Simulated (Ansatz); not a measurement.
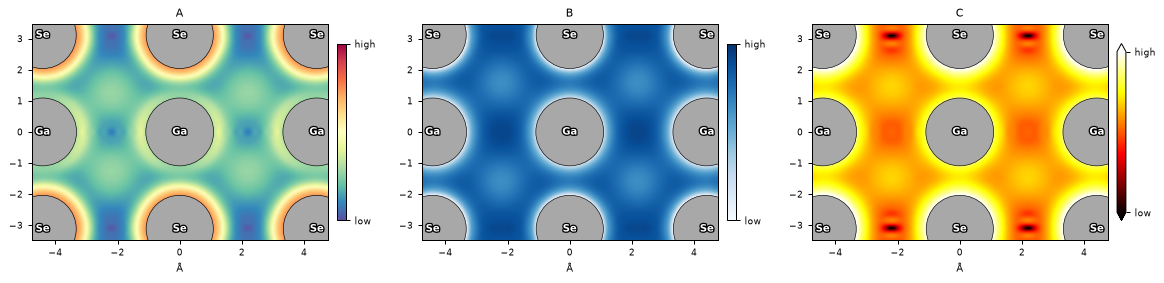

Ga3Se: 3 fields on the (101) plane of the conventional cell, with unlabelled colour scales. Grey discs cover the atomic cores.

Space group Pm-3m; a structure generated by program, which may or may not match a known phase; computed without spin polarisation.

These are results of DFT PBE, scalar-relativistic, plane waves, PAW (Ansatz 0.2.0), not measurements.

Which field does each panel show? The fields are: electron localisation function, electrostatic potential energy of an electron and valence pseudo-density.

Panel A: electron localisation function. Panel B: electrostatic potential energy of an electron (low next to the atoms, rising into the space between them). Panel C: valence pseudo-density. From the grid: Ga–Se (3.12 Å): ρ is about 0.16 e/Å³ halfway; the ELF is about 0.25 at the midpoint.
